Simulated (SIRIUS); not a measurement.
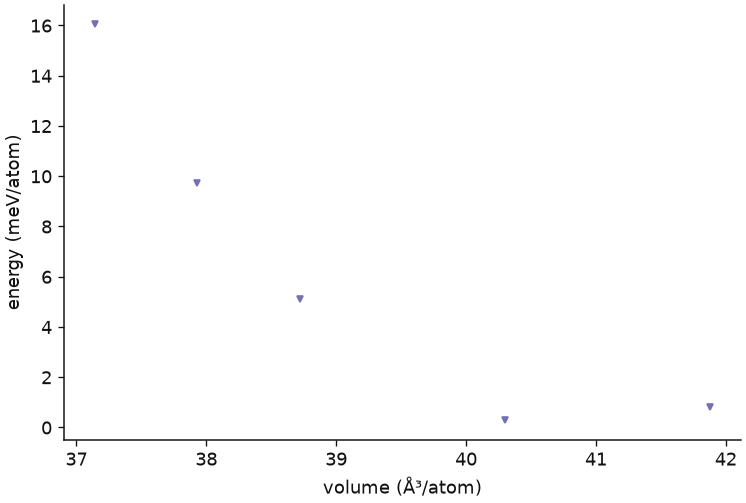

The plot gives the computed energy against volume for KI, space group Pm-3m (No. 221).

Cell as given: a = 4.291 Å, b = 4.291 Å, c = 4.291 Å, α = 90.00°, β = 90.00°, γ = 90.00°; 2 atoms.

Method: all-electron LAPW DFT, no spin polarisation; energies at scaled volumes of the given cell, shape and fractions fixed, counted from the fit's minimum, third-order Birch-Murnaghan fit (SIRIUS 7.12.0). Level: PBE.

- k mesh: 6×6×6
- occupations: Fermi–Dirac
- smearing width: 0.05 eV
- potentials: all electron FP LAPW
- program settings: basis apw+lo standard, gk cutoff 3.31 1/bohr, pw cutoff 20 1/bohr

The points at volume 39.51 Å³/atom and 41.09 Å³/atom are left out of the plot. What values does the calculation give there?

```
volume (Å³/atom)  energy (meV/atom)
           39.51               2.08
           41.09               0.11
```
